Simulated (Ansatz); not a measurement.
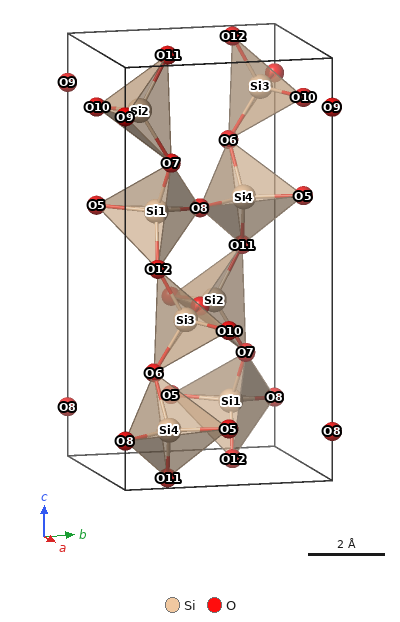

Fig. 1: The input geometry of the first run (polyhedral view of the cell 2 times as large as that of the calculation, set on its symmetry axes, seen slightly off an axis; polyhedra are completed across the faces of the cell; atoms are numbered from 1 in the order of the input). An atom can appear more than once, as a periodic image.

## What a change does: single-point calculation on SiO₂

System: SiO₂ (I4₁22, 12 atoms in the cell).
Method of the first run: Kohn-Sham DFT of a periodic cell, PBE, Ansatz PAW, no spin polarisation (Ansatz 0.2.0).

The structure derives from a Materials Project entry. Text and figures count atoms from 1; the logs count them from 0 in places.

## The input, the first run
```yaml
crystal:
  lattice:
    - [-2.837898, 2.837898, 5.66021]
    - [2.837898, -2.837898, 5.66021]
    - [2.837898, 2.837898, -5.66021]
  atoms:
    - { symbol: Si, position: [0.875, 0.263618, 0.888618] }
    - { symbol: Si, position: [0.013618, 0.625, 0.888618] }
    - { symbol: Si, position: [0.736382, 0.125, 0.111382] }
    - { symbol: Si, position: [0.375, 0.986382, 0.111382] }
    - { symbol: O, position: [0.633727, 0.133727, 0.5] }
    - { symbol: O, position: [0.467877, 0.967877, 0.935754] }
    - { symbol: O, position: [0.032123, 0.532123, 0.064246] }
    - { symbol: O, position: [0.116273, 0.116273, 0.0] }
    - { symbol: O, position: [0.883727, 0.883727, 0.0] }
    - { symbol: O, position: [0.866273, 0.366273, 0.5] }
    - { symbol: O, position: [0.282123, 0.717877, 0.0] }
    - { symbol: O, position: [0.717877, 0.282123, 0.0] }
hamiltonian:
  xc: pbe
  pseudopotentials: { kind: paw }
kpoints:
  mp_grid: { grid: [7, 7, 7] }
scf:
  occupations: { method: fermi_dirac, width: 0.05 }
basis:
  ecutwfc: "300 eV"
output:
  forces: true
  stress: true
  eigenvalues: true
```

Command:
```bash
ansatz run input.yaml --threads 4 --pin off --max-ram 11264MiB --backend cpu --events-out ev --progress --plain --runs-dir out
```

Hardware: 4 threads of Arm Neoverse V1, 24 GiB of memory available, shared host.

## Output, shortened to warnings, some set-up lines, iterations and results (the first run)
```
Warning: basis.ecutwfc = 300 eV is below the records' recommended 420 eV, and the density's cutoff is lower with it unless basis.ecutrho_ratio is high enough to keep the records' density cutoff: compare with a run at a higher cutoff
Basis set: ecut = 300 eV, 2107 PW (Γ), exchange–correlation on 80×80×80 points (8 copies of the dense FFT grid, shifted against one another)
Symmetry: 8 space group operations
k-points: 40 of 343 (time reversal used)
Initial density: superposition of atomic densities (neutral atoms: chi_scale 0, normalization atom), corrected by the library's trained network
[...]
SCF iter   1: F=—  HF=-7091.006021 eV  |F-HF|=—  |Δ(HF+E_count)|=         —  Δρ=1.78e-2  dr2=1.53e-1  ethr=1.77e-3  ⟨swp⟩=6.5  Hψ=9071  notcnv=0  defer=60
SCF iter   2: F=—  HF=-7090.989667 eV  |F-HF|=—  |Δ(HF+E_count)|=   1.64e-2  Δρ=6.67e-3  dr2=1.89e-2  ethr=2.39e-4  ⟨swp⟩=2.3  Hψ=3321  notcnv=0  defer=206
SCF iter   3: F=—  HF=-7090.998225 eV  |F-HF|=—  |Δ(HF+E_count)|=   8.56e-3  Δρ=3.25e-3  dr2=3.63e-3  ethr=2.95e-5  ⟨swp⟩=1.6  Hψ=1661  notcnv=0  defer=86
SCF iter   4: F=—  HF=-7091.001505 eV  |F-HF|=—  |Δ(HF+E_count)|=   3.28e-3  Δρ=2.11e-4  dr2=5.51e-5  ethr=5.68e-6  ⟨swp⟩=2.8  Hψ=2839  notcnv=0  defer=86
SCF iter   5: F=—  HF=-7091.001330 eV  |F-HF|=—  |Δ(HF+E_count)|=   1.76e-4  Δρ=7.01e-5  dr2=8.40e-6  ethr=8.61e-8  ⟨swp⟩=2.0  Hψ=2611  notcnv=0  defer=86
SCF iter   6: F=—  HF=-7091.001332 eV  |F-HF|=—  |Δ(HF+E_count)|=   1.89e-6  Δρ=1.69e-5  dr2=6.47e-7  ethr=1.31e-8  ⟨swp⟩=2.1  Hψ=2408  notcnv=0  defer=86
SCF iter   7: F=-7091.001332 eV  HF=-7091.001332 eV  |F-HF|=1.62e-9  |Δ(HF+E_count)|=   1.48e-7  Δρ=4.59e-6  dr2=4.10e-8  ethr=1.56e-10  ⟨swp⟩=9.9  Hψ=7534  notcnv=0
SCF 1 converged in 7 iterations: F = -7091.001332 eV  dr2 = 4.10e-8
SCF converged after 7 iterations
Free energy (F): -7091.001332 eV
Harris-Foulkes:  -7091.001332 eV  (|F-HF|=1.62e-9)
Internal energy: -7091.001332 eV  (E = F + TS)
E sigma→0 (E₀):  -7091.001332 eV
Fermi energy:    3.738060 eV
--- Per-component energies (eV) ---
  E_band       = -373.163267
  E_kinetic    = 1629.288155
  E_local      = -4817.142083  (includes V_loc(G=0)·N_el)
  E_nonlocal   = 456.528631
  E_hartree    = 1805.667240
  E_xc         = -822.239177
  E_vxc        = -955.133199  (∫ρ·V_xc dr)
  E_paw        = -3316.911947  (= ΣΔE_a)
  E_vpaw       = -298.122486  (= ΣTr[D̂ρ^β])
  E_aug_tail   = 0.082669  (compensation charges beyond the density's cutoff)
  E_ewald      = -2026.274819
  E_smearing   = -0.000000  (= −TS)
  E_closure    = 0.000000  (closes the sum)
  Σ components = -7091.001332   (vs F -7091.001332, Δ=0.00e0)
--- Forces (eV/Å), atoms counted from 1 ---
  atom   1  Si    -0.01001636     0.00000000     0.00000000
  atom   2  Si    -0.00000000    -0.01001636    -0.00000000
  atom   3  Si    -0.00000000     0.01001636    -0.00000000
  atom   4  Si     0.01001636     0.00000000    -0.00000000
  atom   5  O      0.00000000     0.00000000     0.04746684
  atom   6  O      0.00304013     0.00304013     0.00000000
  atom   7  O     -0.00304013    -0.00304013     0.00000000
  atom   8  O     -0.00000000    -0.00000000    -0.04746684
  atom   9  O     -0.00000000     0.00000000     0.04746684
  atom  10  O     -0.00000000    -0.00000000    -0.04746684
  atom  11  O      0.00304013    -0.00304013     0.00000000
  atom  12  O     -0.00304013     0.00304013     0.00000000
  max |Σ_I F_I| component: 6.07e-18 eV/Å
--- Stress (GPa, compression-positive) ---
        0.102811       0.000000       0.000000
        0.000000       0.102811      -0.000000
        0.000000      -0.000000      -0.112550
  P = ⅓ Tr σ = 0.0310 GPa (0.310 kbar)
```

For the second run the input was changed thus:
```diff
-  mp_grid: { grid: [7, 7, 7] }
+  mp_grid: { grid: [4, 4, 4] }
-basis:
-  ecutwfc: "300 eV"
```

What does this change do to the results?

The free energy of the second run is 302.6 meV per atom lower, the joint effect of these numerical settings, which can't be told apart here. The gap on the mesh goes from 4.78 to 4.84 eV. The largest force goes from 0.047 to 0.011 eV/Å. The number of SCF iterations is the same. The irreducible k-points go from 40 to 13. The plane waves at Γ go from 2107 to 3571. On the same kind of shared host the second run took about 0.43 times as long.

## Output, shortened to warnings, some set-up lines, iterations and results (the second run)
```
Basis set: ecut = 420 eV, 3571 PW (Γ), exchange–correlation on 96×96×96 points (8 copies of the dense FFT grid, shifted against one another)
Symmetry: 8 space group operations
k-points: 13 of 64 (time reversal used)
Initial density: superposition of atomic densities (neutral atoms: chi_scale 0, normalization atom), corrected by the library's trained network
[...]
SCF iter   1: F=—  HF=-7094.630296 eV  |F-HF|=—  |Δ(HF+E_count)|=         —  Δρ=2.13e-3  dr2=4.52e-3  ethr=1.77e-3  ⟨swp⟩=7.1  Hψ=3015  notcnv=0  defer=21
SCF iter   2: F=—  HF=-7094.631711 eV  |F-HF|=—  |Δ(HF+E_count)|=   1.42e-3  Δρ=9.88e-4  dr2=8.04e-4  ethr=7.07e-6  ⟨swp⟩=2.0  Hψ=982  notcnv=0  defer=43
SCF iter   3: F=—  HF=-7094.632416 eV  |F-HF|=—  |Δ(HF+E_count)|=   7.05e-4  Δρ=3.83e-4  dr2=1.91e-4  ethr=1.26e-6  ⟨swp⟩=2.9  Hψ=1018  notcnv=0  defer=9
SCF iter   4: F=—  HF=-7094.632584 eV  |F-HF|=—  |Δ(HF+E_count)|=   1.69e-4  Δρ=7.14e-5  dr2=9.95e-6  ethr=2.98e-7  ⟨swp⟩=2.0  Hψ=811  notcnv=0  defer=9
SCF iter   5: F=—  HF=-7094.632531 eV  |F-HF|=—  |Δ(HF+E_count)|=   5.29e-5  Δρ=5.02e-5  dr2=3.37e-6  ethr=1.55e-8  ⟨swp⟩=2.0  Hψ=892  notcnv=0  defer=9
SCF iter   6: F=—  HF=-7094.632531 eV  |F-HF|=—  |Δ(HF+E_count)|=   9.37e-8  Δρ=1.08e-5  dr2=2.25e-7  ethr=5.27e-9  ⟨swp⟩=2.0  Hψ=857  notcnv=0  defer=9
SCF iter   7: F=-7094.632531 eV  HF=-7094.632531 eV  |F-HF|=1.87e-8  |Δ(HF+E_count)|=   1.29e-7  Δρ=2.47e-6  dr2=1.30e-8  ethr=1.56e-10  ⟨swp⟩=9.0  Hψ=2338  notcnv=0
SCF 1 converged in 7 iterations: F = -7094.632531 eV  dr2 = 1.30e-8
SCF converged after 7 iterations
Free energy (F): -7094.632531 eV
Harris-Foulkes:  -7094.632531 eV  (|F-HF|=1.87e-8)
Internal energy: -7094.632531 eV  (E = F + TS)
E sigma→0 (E₀):  -7094.632531 eV
Fermi energy:    3.725634 eV
--- Per-component energies (eV) ---
  E_band       = -371.618127
  E_kinetic    = 1605.199097
  E_local      = -4821.881232  (includes V_loc(G=0)·N_el)
  E_nonlocal   = 478.659143
  E_hartree    = 1808.981383
  E_xc         = -815.334320
  E_vxc        = -946.241440  (∫ρ·V_xc dr)
  E_paw        = -3324.002321  (= ΣΔE_a)
  E_vpaw       = -305.338290  (= ΣTr[D̂ρ^β])
  E_aug_tail   = 0.020538  (compensation charges beyond the density's cutoff)
  E_ewald      = -2026.274819
  E_smearing   = -0.000000  (= −TS)
  E_closure    = 0.000000  (closes the sum)
  Σ components = -7094.632531   (vs F -7094.632531, Δ=0.00e0)
--- Forces (eV/Å), atoms counted from 1 ---
  atom   1  Si     0.00767609     0.00000000     0.00000000
  atom   2  Si    -0.00000000     0.00767609     0.00000000
  atom   3  Si    -0.00000000    -0.00767609     0.00000000
  atom   4  Si    -0.00767609     0.00000000     0.00000000
  atom   5  O      0.00000000     0.00000000    -0.00025076
  atom   6  O      0.00754120     0.00754120     0.00000000
  atom   7  O     -0.00754120    -0.00754120     0.00000000
  atom   8  O      0.00000000    -0.00000000     0.00025076
  atom   9  O     -0.00000000     0.00000000    -0.00025076
  atom  10  O     -0.00000000    -0.00000000     0.00025076
  atom  11  O      0.00754120    -0.00754120     0.00000000
  atom  12  O     -0.00754120     0.00754120    -0.00000000
  max |Σ_I F_I| component: 3.47e-18 eV/Å
--- Stress (GPa, compression-positive) ---
        0.045501       0.000000       0.000000
        0.000000       0.045501       0.000000
        0.000000       0.000000      -0.269404
  P = ⅓ Tr σ = -0.0595 GPa (-0.595 kbar)
```

## The two runs side by side

| quantity | the first run | the second run |
| --- | --- | --- |
| outcome | converged | converged |
| free energy per atom (eV) | −590.9168 | −591.2194 |
| gap on the mesh (eV) | 4.78 | 4.84 |
| pressure (GPa) | 0.03 | −0.06 |
| largest force (eV/Å) | 0.047 | 0.011 |
| SCF iterations | 7 | 7 |
| irreducible k-points | 40 | 13 |
| plane waves at Γ | 2107 | 3571 |
| wall time (shared host) | 5.2 s | 2.2 s |

For the first run: Warnings: the cutoff is below the recommended one.
